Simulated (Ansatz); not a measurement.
The calculation's input:

```
crystal:
  lattice:
    - [4.5561106583, 0.0, 0.0]
    - [-2.2780553291, 3.9457075725, 0.0]
    - [0.0, 0.0, 2.7309143585]
  atoms:
    - { symbol: Zn, position: [0.0, 1.0, 0.0] }
    - { symbol: Zn, position: [0.3333333333, 0.6666666667, 0.5] }
    - { symbol: Zn, position: [0.6666666667, 0.3333333333, 0.5] }
hamiltonian:
  xc: rpbe
  pseudopotentials:
    kind: paw
    azcp:
      Zn: "pseudopotentials/Zn.paw.azcp"
basis:
  ecutwfc: 420
  fft_grid_basis: typed
kpoints:
  mp_grid: { grid: [11, 11, 15], shift: [0, 0, 0] }
magnetization:
  spin_polarized: false
scf:
  occupations: { method: fermi_dirac, width: 0.1 }
output:
  write_density: true
  write_potential: true
  elf: true
  volumetric_format: npy
```

Below, planes, directions and counts refer to the conventional cell (a = 4.56 Å, b = 4.56 Å, c = 2.73 Å, α = 90.00°, β = 90.00°, γ = 120.00°).

Space group P6/mmm; set up as Zn, omega (AlB2-type); a generated structure, not necessarily the stable one.

Level of theory: DFT, RPBE, plane waves (420 eV) with PAW, scalar-relativistic in Ansatz 0.2.0.

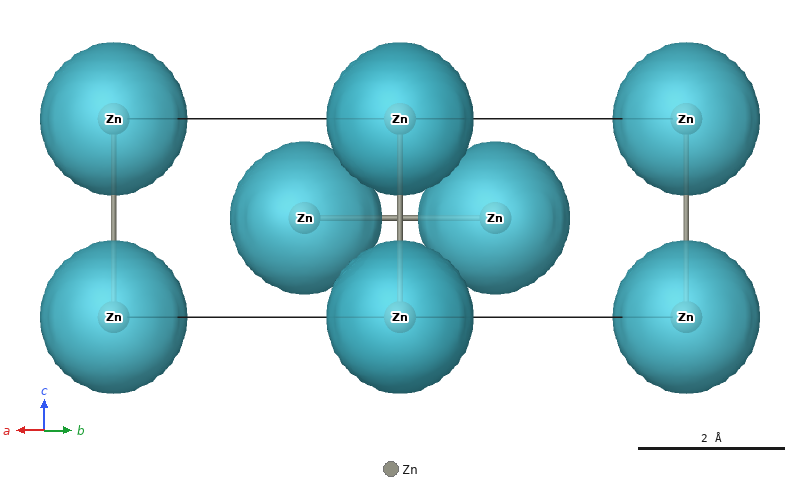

Zn. Isosurface of the valence electron density at 0.3 e/Å³ (cyan), seen along [110]. Sticks mark near contacts.

In a PAW calculation such maps are meaningful between the atoms, not at the nuclei.

### How is the density connected at this value?

At this value the density breaks into separate islands; it holds about 85 % of the electrons treated as valence. It bridges none of the near contacts. It is pinched off along the shortest Zn–Zn (2.63 Å) and Zn–Zn (2.73 Å) contacts. On the grid the lowest density along these lines, outside the cores, is 0.23 e/Å³ (Zn–Zn, 2.63 Å) and 0.2 e/Å³ (Zn–Zn, 2.73 Å).

### Metal or insulator at this level of theory?

It is gapless in this calculation (a metal or semimetal).
